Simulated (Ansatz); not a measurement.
## Phonon calculation of Si₃N₄ (part 2 of 2)

The same run, continued: Si₃N₄ (P6₃/m, 14 atoms in the cell); DFT PBE, scalar-relativistic, plane waves, PAW, no spin polarisation (Ansatz 0.2.0); cutoff 420 eV, 6×6×8 k-mesh, fixed occupations. The structure derives from an entry of the Crystallography Open Database. It belongs to a series of runs on one base structure; here: zone-centre phonons and field response.

Geometry of the input (Å; fractional positions):
```
7.6636  0.0000  0.0000
-3.8318  6.6368  0.0000
0.0000  0.0000  2.9265
Si 0.7689  0.1750  0.3256
Si 0.5939  0.7689  0.8256
Si 0.8250  0.5939  0.3256
Si 0.2311  0.8250  0.8256
Si 0.4061  0.2311  0.3256
Si 0.1750  0.4061  0.8256
N  0.0308  0.3300  0.3256
N  0.7008  0.0308  0.8256
N  0.6700  0.7008  0.3256
N  0.9692  0.6700  0.8256
N  0.2992  0.9692  0.3256
N  0.3300  0.2992  0.8256
N  0.3333  0.6667  -0.1744
N  0.6667  0.3333  0.3256
```

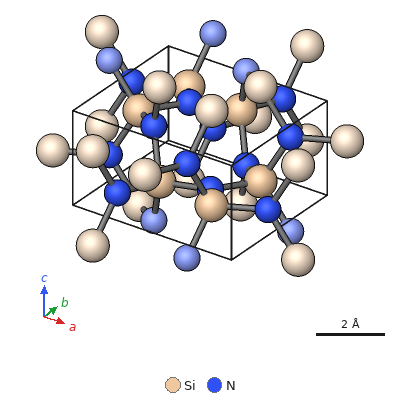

*The structure as given in the input (ball-and-stick view of the cell of the calculation, seen slightly off an axis; neighbours outside the cell are drawn fainter). An atom can appear more than once, as a periodic image.*

## Output, continued
```
--- Per-component energies (eV) ---
  E_band       = 50.670616
  E_kinetic    = 1346.409892
  E_local      = -2166.749095  (includes V_loc(G=0)·N_el)
  E_nonlocal   = 508.092916
  E_hartree    = 723.194886
  E_xc         = -825.420005
  E_vxc        = -910.060624  (∫ρ·V_xc dr)
  E_paw        = -4099.823401  (= ΣΔE_a)
  E_vpaw       = -173.412975  (= ΣTr[D̂ρ^β])
  E_aug_tail   = 0.000832  (compensation charges beyond the density's cutoff)
  E_ewald      = -2387.515551
  E_smearing   = -0.000000  (= −TS)
  E_closure    = -0.000000  (closes the sum)
  Σ components = -6901.809526   (vs F -6901.809526, Δ=0.00e0)
--- Band table (eV; the first three rows and the last of 148) ---
  k-point 0: bands = ["-10.0384", "-8.6192", "-8.6192", "-7.9903", "-7.8495", "-7.8495", "-6.6382", "-6.3389", "-0.0106", "-0.0106", "0.0705", "0.7453", "0.7453", "2.2804", "2.2804", "3.1604", "3.5015", "4.0195", "4.0195", "4.1709", "4.1709", "4.7376", "4.7376", "4.7810", "5.2612", "6.5034", "6.5034", "6.7634", "6.7634", "7.5751", "7.6291", "7.8310", "12.2826", "12.5971", "12.8063", "12.8063", "13.0982", "13.0982", "13.8645", "15.3266", "15.8483", "15.8483", "16.6100", "17.4081", "17.4081", "17.6518"]
  k-point 1: bands = ["-9.8543", "-8.4537", "-8.4537", "-7.8629", "-7.7078", "-7.7078", "-6.5672", "-6.3138", "0.0072", "0.0072", "0.1909", "0.7702", "0.7702", "2.3429", "2.3429", "2.7413", "3.1599", "3.4988", "3.4988", "3.5695", "3.5695", "4.5476", "4.6539", "4.6539", "4.6929", "6.4658", "6.4658", "6.7938", "6.7938", "6.9639", "7.1425", "8.0100", "13.2401", "13.4016", "13.6572", "13.6572", "13.6638", "13.6638", "14.1745", "15.4005", "15.6650", "15.6650", "16.9518", "16.9744", "16.9744", "17.1251"]
  k-point 2: bands = ["-9.3244", "-7.9919", "-7.9919", "-7.5305", "-7.3357", "-7.3357", "-6.4036", "-6.3180", "-0.2230", "-0.2230", "0.5062", "0.5080", "0.5080", "1.4092", "2.3056", "2.3056", "2.5846", "2.6280", "2.6280", "3.0494", "3.0494", "3.5016", "4.4892", "4.5924", "4.5924", "5.8743", "6.3733", "6.3733", "6.4719", "6.7308", "6.7308", "7.9616", "13.6157", "13.6157", "14.4728", "14.6620", "14.6620", "14.8983", "15.1037", "15.6167", "15.6167", "15.8208", "15.8216", "15.8216", "16.3151", "16.8300"]
  k-point 147: bands = ["-7.5825", "-7.5825", "-7.0127", "-7.0127", "-6.9321", "-6.9321", "-6.3422", "-6.3422", "-1.0843", "-1.0843", "-0.5102", "-0.5102", "-0.0518", "-0.0518", "1.3988", "1.3988", "2.5165", "2.5165", "2.7262", "2.7262", "3.5296", "3.5296", "3.8482", "3.8482", "5.2661", "5.2661", "6.1901", "6.1901", "6.5598", "6.5598", "7.0020", "7.0020", "12.7190", "12.7190", "13.7941", "13.7941", "14.1534", "14.1534", "14.5202", "14.5202", "14.8854", "14.8854", "15.3831", "15.3831", "16.9432", "16.9432"]
--- Phonons (Γ-DFPT): 8 representative perturbations + reference, on 148 of 288 k-points (Σ response iterations 27) ---
  ASR residual: 1.788e-4 → 0.000e0 eV/Å²; symmetrization residual: 1.309e-5 eV/Å²
  The last average, over the group as it would stand without the narrowing to the FFT grids, took up to 1.155e-5 eV/Å² of the zone centre's force constants
  ASR residual per site (eV/Å²): 7.96e-5 8.35e-5 8.97e-5 7.96e-5 8.35e-5 8.97e-5 8.10e-5 8.10e-5 8.10e-5 8.10e-5 8.10e-5 8.10e-5 1.79e-4 1.79e-4
  Γ frequencies (cm⁻¹): 0.00 0.00 0.00 176.59 176.59 197.96 218.77 218.77 240.81 262.69 296.62 296.62 356.15 393.03 408.57 408.57 429.60 429.60 440.39 538.15 547.72 547.72 594.55 594.55 629.94 701.61 822.54 831.81 831.81 835.23 835.23 849.08 859.62 859.62 891.88 891.88 904.66 992.76 992.76 1005.79 1005.79 1026.80
  ε∞ (high-frequency dielectric tensor):
        4.253935     0.000000     0.000000
        0.000000     4.253935     0.000000
        0.000000     0.000000     4.337238
  ε⁰ (static dielectric tensor: ions relaxed, cell fixed):
        8.240063     0.000000     0.000000
        0.000000     8.240063     0.000000
        0.000000     0.000000     8.190652
  ε⁰ − ε∞ (ionic part):
        3.986128     0.000000     0.000000
        0.000000     3.986128     0.000000
        0.000000     0.000000     3.853414
  softest optical mode at Γ: 176.59 cm⁻¹; the repairs (sum rule, projections) moved no ω² at Γ by more than (4.88 cm⁻¹)²
  Born effective charges Z* (e; rows j = field, columns β = displacement):
    site 0:
         3.39593    0.21348    0.00000
         0.18669    3.31110    0.00000
         0.00000    0.00000    3.39926
    site 1:
         3.15903   -0.04992    0.00000
        -0.07670    3.54800    0.00000
         0.00000    0.00000    3.39926
    site 2:
         3.50559   -0.12338    0.00000
        -0.15017    3.20145    0.00000
         0.00000    0.00000    3.39926
    site 3:
         3.39593    0.21348    0.00000
         0.18669    3.31110    0.00000
         0.00000    0.00000    3.39926
    site 4:
         3.15903   -0.04992    0.00000
        -0.07670    3.54800    0.00000
         0.00000    0.00000    3.39926
    site 5:
         3.50559   -0.12338    0.00000
        -0.15017    3.20145    0.00000
         0.00000    0.00000    3.39926
    site 6:
        -2.71438   -0.71830    0.00000
        -0.72931   -2.02068    0.00000
         0.00000    0.00000   -2.82833
    site 7:
        -1.56727    0.06703    0.00000
         0.05602   -3.16779    0.00000
         0.00000    0.00000   -2.82833
    site 8:
        -2.82094    0.66779    0.00000
         0.65678   -1.91411    0.00000
         0.00000    0.00000   -2.82833
    site 9:
        -2.71438   -0.71830    0.00000
        -0.72931   -2.02068    0.00000
         0.00000    0.00000   -2.82833
    site 10:
        -1.56727    0.06703    0.00000
         0.05602   -3.16779    0.00000
         0.00000    0.00000   -2.82833
    site 11:
        -2.82094    0.66779    0.00000
         0.65678   -1.91411    0.00000
         0.00000    0.00000   -2.82833
    site 12:
        -2.95797   -0.05669    0.00000
         0.05669   -2.95797    0.00000
         0.00000    0.00000   -1.71279
    site 13:
        -2.95797   -0.05669    0.00000
         0.05669   -2.95797    0.00000
         0.00000    0.00000   -1.71279
  Z* charge neutrality: 1.771e-2 e pre-enforcement
  solved inside a basis spanned on kpoints, on 6×6×8 k-points, its susceptibility summed on 6×6×12: ε∞ is read to err by 2.7e-2, Z* by 1.9e-2 e (field_mesh: kpoints solves on kpoints); Z* is corrected for what the basis lacks
  optical modes at Γ without the LO–TO term, one row a degenerate level:
      ω (cm⁻¹)  modes    IR ((D/Å)²/amu)
        176.59      2             0.0000
        197.96      1             0.0000
        218.77      2             0.0000
        240.81      1             0.0000
        262.69      1             0.0000
        296.62      2             0.0000
        356.15      1             8.3701
        393.03      1             0.0000
        408.57      2            26.1292
        429.60      2             0.0000
        440.39      1             0.0000
        538.15      1             0.0000
        547.72      2            21.8695
        594.55      2             0.0000
        629.94      1             0.0000
        701.61      1             0.0000
        822.54      1           137.3007
        831.81      2             0.0000
        835.23      2             0.0000
        849.08      1             0.0000
        859.62      2           233.0016
        891.88      2             0.0000
        904.66      1             0.0000
        992.76      2            11.4596
       1005.79      2             0.0000
       1026.80      1             0.0000
  optical modes at Γ + LO–TO along q̂ = [1.0000, 0.0000, 0.0000]:
      ω (cm⁻¹)  modes    IR ((D/Å)²/amu)
        176.59      2             0.0000
        197.96      1             0.0000
        218.77      2             0.0000
        240.81      1             0.0000
        262.69      1             0.0000
        296.62      2             0.0000
        356.15      1             8.3701
        393.03      1             0.0000
        408.57      1            13.0646
        429.60      2             0.0000
        433.85      1             2.9309
        440.39      1             0.0000
        538.15      1             0.0000
        547.72      1            10.9347
        567.32      1             3.6518
        594.55      2             0.0000
        629.94      1             0.0000
        701.61      1             0.0000
        822.54      1           137.3007
        831.81      2             0.0000
        835.23      2             0.0000
        849.08      1             0.0000
        859.62      1           116.5008
        891.88      2             0.0000
        904.66      1             0.0000
        981.41      1             6.4019
        992.76      1             5.7298
       1005.79      2             0.0000
       1026.80      1             0.0000
       1100.35      1           133.2453
  optical modes at Γ + LO–TO along q̂ = [0.0000, 1.0000, 0.0000]:
      ω (cm⁻¹)  modes    IR ((D/Å)²/amu)
        176.59      2             0.0000
        197.96      1             0.0000
        218.77      2             0.0000
        240.81      1             0.0000
        262.69      1             0.0000
        296.62      2             0.0000
        356.15      1             8.3701
        393.03      1             0.0000
        408.57      1            13.0646
        429.60      2             0.0000
        433.85      1             2.9309
        440.39      1             0.0000
        538.15      1             0.0000
        547.72      1            10.9347
        567.32      1             3.6518
        594.55      2             0.0000
        629.94      1             0.0000
        701.61      1             0.0000
        822.54      1           137.3007
        831.81      2             0.0000
        835.23      2             0.0000
        849.08      1             0.0000
        859.62      1           116.5008
        891.88      2             0.0000
        904.66      1             0.0000
        981.41      1             6.4019
        992.76      1             5.7298
       1005.79      2             0.0000
       1026.80      1             0.0000
       1100.35      1           133.2453
  optical modes at Γ + LO–TO along q̂ = [0.0000, 0.0000, 1.0000]:
      ω (cm⁻¹)  modes    IR ((D/Å)²/amu)
        176.59      2             0.0000
        197.96      1             0.0000
        218.77      2             0.0000
        240.81      1             0.0000
        262.69      1             0.0000
        296.62      2             0.0000
        376.57      1             2.4193
        393.03      1             0.0000
        408.57      2            26.1292
        429.60      2             0.0000
        440.39      1             0.0000
        538.15      1             0.0000
        547.72      2            21.8695
        594.55      2             0.0000
        629.94      1             0.0000
        701.61      1             0.0000
        831.81      2             0.0000
        835.23      2             0.0000
        849.08      1             0.0000
        859.62      2           233.0016
        891.88      2             0.0000
        904.66      1             0.0000
        992.76      2            11.4596
       1005.79      2             0.0000
       1026.80      1             0.0000
       1069.05      1           143.2515
```

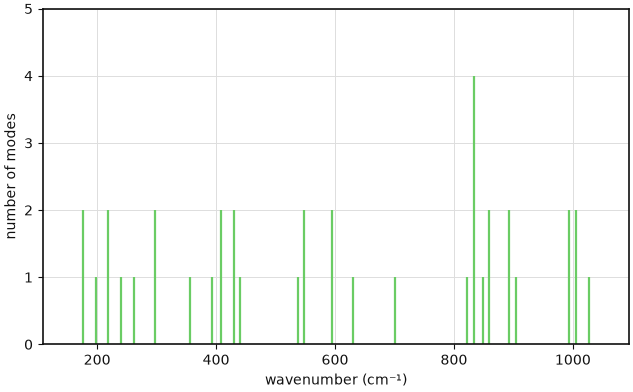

*Optical phonons at the zone centre (no LO–TO term); neighbouring modes closer than 4 cm⁻¹ are counted in one stick.*

39 modes from 177 to 1027 cm⁻¹, none imaginary.

## Results in brief

| quantity | value |
| --- | --- |
| outcome | converged |
| space group (tolerance 0.01 Å) | P6₃/m (176) |
| electrons treated | 64 |
| free energy | −6901.8095 eV |
| Fermi energy | 8.010 eV |
| gap on the k-point mesh | 4.27 eV |
| ε∞ (xx, yy, zz) | 4.25, 4.25, 4.34 |
| Born charges (mean of the diagonal) | all 6 Si atoms (3.37 e); N13, N14 (−2.54 e); N7, N8, N9, N10, N11, N12 (−2.52 e) |
| hardware | 4 threads of AMD EPYC (Zen 5), 32 GiB of memory available, shared host |
| wall time | 2.1 min (CPU time 7.9 min) |
| peak memory | 4.1 GiB |

## Notes

Notes on the run: the structure was made exactly symmetric.
